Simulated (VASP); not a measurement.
**BeSe: geometry relaxation (part 1 of 2)**

System: BeSe (F-43m, 2 atoms in the cell).
Method: Kohn-Sham DFT of a periodic cell, LDA, VASP PAW LDA potentials, recommended, no spin polarisation (VASP 6.6.1).

The structure derives from an entry of the Crystallography Open Database.

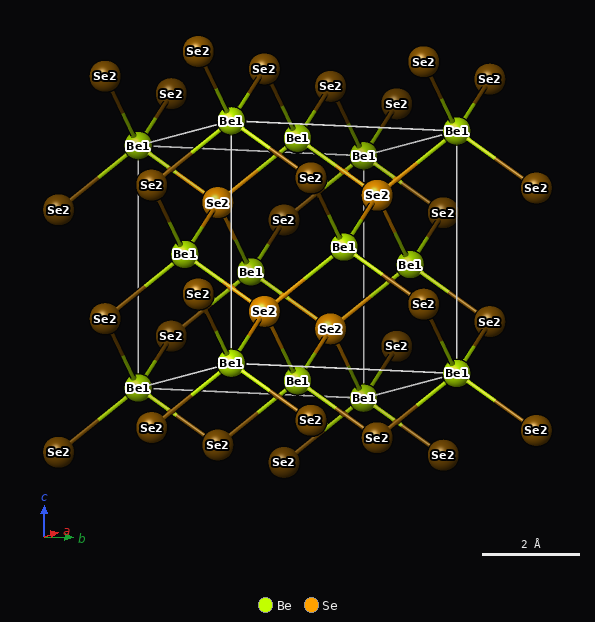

The starting structure (ball-and-stick view of the cell 4 times as large as that of the calculation, set on its symmetry axes, seen at an oblique angle; neighbours outside the cell are drawn fainter; atoms are numbered from 1 in the order of the input).

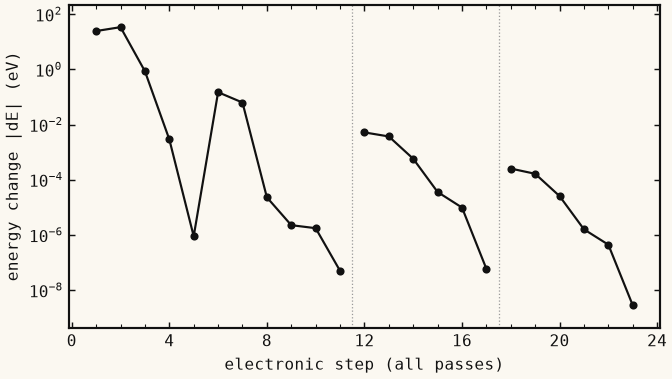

Convergence of the self-consistent field: energy change |dE| against the electronic step. Each stretch between dotted lines is the SCF of one geometry step of a relaxation. The 3 ionic steps take 6 to 11 electronic steps each. The density is held fixed in the first few steps, and dE rises again when its update begins.

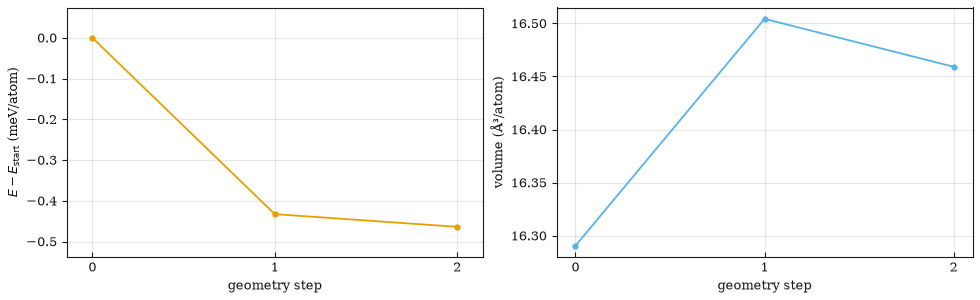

Progress of the relaxation, step by step (steps are counted from 0). After 2 geometry steps the energy has fallen by 0.5 meV per atom. All forces vanish by symmetry, so only the cell relaxes. The atoms keep their places relative to the cell (all moves are under 0.005 Å). 

The input and output of the run follow.

INCAR:
```
SYSTEM = BeSe
PREC = Accurate
ENCUT = 600
EDIFF = 1E-7
ISMEAR = 0
SIGMA = 0.02
LREAL = .False.
LASPH = .True.
NELM = 60
ALGO = Normal
ISIF = 3
LWAVE = .False.
LCHARG = .False.
GGA = CA
IBRION = 2
NSW = 100
EDIFFG = -0.005
```

KPOINTS:
```
Automatic mesh
0
Gamma
  10 10 10
  0 0 0
```

POSCAR:
```
BeSe
1.0
    0.0000000000      2.5350000000      2.5350000000
    2.5350000000      0.0000000000      2.5350000000
    2.5350000000      2.5350000000      0.0000000000
Be Se
1 1
Direct
    0.0000000000      0.0000000000      0.0000000000
    0.2500000000      0.2500000000      0.2500000000
```

Launch command:
```bash
cat potpaw_LDA.64/Be/POTCAR potpaw_LDA.64/Se/POTCAR > POTCAR
mpirun -np 1 vasp_std > vasp.out
```

OSZICAR:
```
N       E                     dE             d eps       ncg     rms          rms(c)
DAV:   1     0.245252781200E+02    0.24525E+02   -0.42679E+03   752   0.969E+02
DAV:   2    -0.936126704257E+01   -0.33887E+02   -0.32400E+02  1056   0.115E+02
DAV:   3    -0.102181033734E+02   -0.85684E+00   -0.85684E+00   816   0.263E+01
DAV:   4    -0.102210086588E+02   -0.29053E-02   -0.29053E-02  1232   0.164E+00
DAV:   5    -0.102210095520E+02   -0.89327E-06   -0.89327E-06   800   0.240E-02    0.373E+00
DAV:   6    -0.100723766892E+02    0.14863E+00   -0.10081E-01   824   0.179E+00    0.225E+00
DAV:   7    -0.100096253800E+02    0.62751E-01   -0.15916E-01   944   0.226E+00    0.268E-01
DAV:   8    -0.100096483598E+02   -0.22980E-04   -0.16798E-03   776   0.361E-01    0.271E-02
DAV:   9    -0.100096506082E+02   -0.22485E-05   -0.19342E-05  1080   0.367E-02    0.204E-02
DAV:  10    -0.100096523597E+02   -0.17515E-05   -0.29214E-06   920   0.107E-02    0.221E-03
DAV:  11    -0.100096524096E+02   -0.49821E-07   -0.50034E-07   792   0.380E-03
   1 F= -.10009652E+02 E0= -.10009652E+02  d E =-.100097E+02
       N       E                     dE             d eps       ncg     rms          rms(c)
DAV:   1    -0.100148378778E+02   -0.51855E-02   -0.88405E-02   784   0.181E+00    0.360E-01
DAV:   2    -0.100111379276E+02    0.37000E-02   -0.90325E-03   792   0.519E-01    0.128E-01
DAV:   3    -0.100105636853E+02    0.57424E-03   -0.25913E-03   872   0.280E-01    0.663E-02
DAV:   4    -0.100105278467E+02    0.35839E-04   -0.46135E-05   808   0.490E-02    0.368E-02
DAV:   5    -0.100105180663E+02    0.97804E-05   -0.15376E-05   944   0.264E-02    0.124E-02
DAV:   6    -0.100105180075E+02    0.58805E-07   -0.18919E-07   800   0.367E-03
   2 F= -.10010518E+02 E0= -.10010518E+02  d E =-.865598E-03
       N       E                     dE             d eps       ncg     rms          rms(c)
DAV:   1    -0.100107718090E+02   -0.25374E-03   -0.38884E-03   792   0.382E-01    0.767E-02
DAV:   2    -0.100106079507E+02    0.16386E-03   -0.39825E-04   792   0.109E-01    0.270E-02
DAV:   3    -0.100105824466E+02    0.25504E-04   -0.11440E-04   864   0.589E-02    0.144E-02
DAV:   4    -0.100105808557E+02    0.15908E-05   -0.20179E-06   808   0.103E-02    0.799E-03
DAV:   5    -0.100105804147E+02    0.44103E-06   -0.70025E-07   936   0.563E-03    0.260E-03
DAV:   6    -0.100105804119E+02    0.28065E-08   -0.85658E-09   376   0.796E-04
   3 F= -.10010580E+02 E0= -.10010580E+02  d E =-.928002E-03
```

Parts of OUTCAR:
```
SYSTEM = BeSe
   PREC = Accurate
   ENCUT = 600
   EDIFF = 1E-7
   ISMEAR = 0
   LREAL = .False.
   LASPH = .True.
   NELM = 60
   ISIF = 3
   GGA = CA
   IBRION = 2
   NSW = 100
   EDIFFG = -0.005

 ion  position               nearest neighbor table
   1  0.000  0.000  0.000-   2 2.20   2 2.20   2 2.20   2 2.20
   2  0.250  0.250  0.250-   1 2.20   1 2.20   1 2.20   1 2.20

  LATTYP: Found a face centered cubic cell.
 ALAT       =     5.0700000000

  Lattice vectors:

 A1 = (   0.0000000000,   2.5350000000,   2.5350000000)
 A2 = (   2.5350000000,   0.0000000000,   2.5350000000)
 A3 = (   2.5350000000,   2.5350000000,   0.0000000000)

Analysis of symmetry for initial positions (statically):
=====================================================================
 Subroutine PRICEL returns:
 Original cell was already a primitive cell.

 Routine SETGRP: Setting up the symmetry group for a
 face centered cubic supercell.

 Subroutine GETGRP returns: Found 24 space group operations
 (whereof 24 operations were pure point group operations)
 out of a pool of 48 trial point group operations.

The static configuration has the point symmetry T_d .

Analysis of symmetry for dynamics (positions and initial velocities):
=====================================================================
 Subroutine PRICEL returns:
 Original cell was already a primitive cell.

 Routine SETGRP: Setting up the symmetry group for a
 face centered cubic supercell.

 Subroutine GETGRP returns: Found 24 space group operations
 (whereof 24 operations were pure point group operations)
 out of a pool of 48 trial point group operations.

The dynamic configuration has the point symmetry T_d .

 Subroutine INISYM returns: Found 24 space group operations
 (whereof 24 operations are pure point group operations),
 and found     1 'primitive' translations

----------------------------------------------------------------------------------------

                                     Primitive cell

  volume of cell :      32.5810

  direct lattice vectors                    reciprocal lattice vectors
     0.000000000  2.535000000  2.535000000    -0.197238659  0.197238659  0.197238659
     2.535000000  0.000000000  2.535000000     0.197238659 -0.197238659  0.197238659
     2.535000000  2.535000000  0.000000000     0.197238659  0.197238659 -0.197238659

  length of vectors
     3.585031381  3.585031381  3.585031381     0.341627378  0.341627378  0.341627378

  position of ions in fractional coordinates (direct lattice)
     0.000000000  0.000000000  0.000000000
     0.250000000  0.250000000  0.250000000

  ion indices of the primitive-cell ions
   primitive index   ion index
                 1           1
                 2           2

----------------------------------------------------------------------------------------

 KPOINTS: Automatic mesh

Automatic generation of k-mesh.
 Grid dimensions read from file:
 generate k-points for:   10   10   10

 Generating k-lattice:

  Cartesian coordinates                     Fractional coordinates (reciprocal lattice)
    -0.019723866  0.019723866  0.019723866     0.100000000  0.000000000  0.000000000
     0.019723866 -0.019723866  0.019723866     0.000000000  0.100000000  0.000000000
     0.019723866  0.019723866 -0.019723866     0.000000000  0.000000000  0.100000000

  Length of vectors
     0.034162738  0.034162738  0.034162738

  Shift w.r.t. Gamma in fractional coordinates (k-lattice)
     0.000000000  0.000000000  0.000000000

 Subroutine IBZKPT returns following result:
 ===========================================

 Found     47 irreducible k-points:

 Following reciprocal coordinates:
            Coordinates               Weight
  0.000000  0.000000  0.000000      1.000000
  0.100000  0.000000  0.000000      8.000000
  0.200000  0.000000  0.000000      8.000000
  0.300000  0.000000  0.000000      8.000000
  0.400000  0.000000  0.000000      8.000000
  0.500000  0.000000  0.000000      4.000000
  0.100000  0.100000  0.000000      6.000000
  0.200000  0.100000  0.000000     24.000000
  0.300000  0.100000  0.000000     24.000000
  0.400000  0.100000  0.000000     24.000000
  0.500000  0.100000  0.000000     24.000000
 -0.400000  0.100000  0.000000     24.000000
 -0.300000  0.100000  0.000000     24.000000
 -0.200000  0.100000  0.000000     24.000000
 -0.100000  0.100000  0.000000     12.000000
  0.200000  0.200000  0.000000      6.000000
  0.300000  0.200000  0.000000     24.000000
  0.400000  0.200000  0.000000     24.000000
  0.500000  0.200000  0.000000     24.000000
 -0.400000  0.200000  0.000000     24.000000
 -0.300000  0.200000  0.000000     24.000000
 -0.200000  0.200000  0.000000     12.000000
  0.300000  0.300000  0.000000      6.000000
  0.400000  0.300000  0.000000     24.000000
 [... further k-points ...]
   k-points           NKPTS =     47   k-points in BZ     NKDIM =     47   number of bands    NBANDS=      8
   number of dos      NEDOS =    301   number of ions     NIONS =      2
   total plane-waves  NPLWV =  27000
   dimension x,y,z NGX =    30 NGY =   30 NGZ =   30
   dimension x,y,z NGXF=    60 NGYF=   60 NGZF=   60
   ions per type =               1   1
   NGX,Y,Z   is equivalent  to a cutoff of  13.91, 13.91, 13.91 a.u.
   NGXF,Y,Z  is equivalent  to a cutoff of  27.82, 27.82, 27.82 a.u.
 SYSTEM =  BeSe
   PREC   = accura    normal or accurate (medium, high low for compatibility)
   ISTART =      0    job   : 0-new  1-cont  2-samecut
   ICHARG =      2    charge: 1-file 2-atom 10-const
   ISPIN  =      1    spin polarized calculation?
   LNONCOLLINEAR =      F non collinear calculations
   LSORBIT =      F    spin-orbit coupling
   LASPH  =      T    aspherical Exc in radial PAW
   ENCUT  =  600.0 eV  44.10 Ry    6.64 a.u.   7.16  7.16  7.16*2*pi/ulx,y,z
   NELM   =     60;   NELMIN=  2; NELMDL= -5     # of ELM steps
   EDIFF  = 0.1E-06   stopping-criterion for ELM
   LREAL  =      F    real-space projection
   EDIFFG = -.5E-02   stopping-criterion for IOM
   NSW    =    100    number of steps for IOM
   IBRION =      2    ionic relax: 0-MD 1-quasi-New 2-CG
   NFREE  =      1    steps in history (QN), initial steepest desc. (CG)
   ISIF   =      3    stress and relaxation
   ISYM   =      2    0-nonsym 1-usesym 2-fastsym
   POTIM  = 0.5000    time-step for ionic-motion
   TEBEG  =    0.0;   TEEND  =   0.0 temperature during run
   PSTRESS=    0.0 pullay stress
   NELECT =       8.0000    total number of electrons
   NUPDOWN=      -1.0000    fix difference up-down
   EMIN   =  10.00;   EMAX   =-10.00  energy-range for DOS
   EFERMI =   0.00;   METHOD = LEGACY
   ISMEAR =     0;   SIGMA  =   0.02  broadening in eV -4-tet -1-fermi 0-gaus
   EFERMI_NEDOS =   21; number of points for ismear=-14 and -15
   IALGO  =     38    algorithm
   IMIX   =      4    mixing-type and parameters
     AMIX     =   0.40;   BMIX     =  1.00
     AMIX_MAG =   1.60;   BMIX_MAG =  1.00
  volume/ion in A,a.u.               =      16.29       109.93
  Fermi-wavevector in a.u.,A,eV,Ry     =   1.025141  1.937235 14.298549  1.050914
  Thomas-Fermi vector in A             =   2.158965
   LORBIT       =      0    0 simple, 1 ext, 2 COOP (PROOUT), +10 PAW based schemes
   GGA     = CA    functional components
   LHFCALC =     F    Hartree Fock is set to
   AEXX    =    0.0000 exact exchange contribution
   IVDW    =     0    specifies the selected vdW correction
   LEPSILON=     F    determine dielectric tensor
   LRPA    =     F    only Hartree local field effects (RPA)
 conjugate gradient relaxation of ions
 non-spin polarized calculation
 Gauss-broadening in eV      SIGMA  =   0.02
  energy-cutoff  :      600.00
```
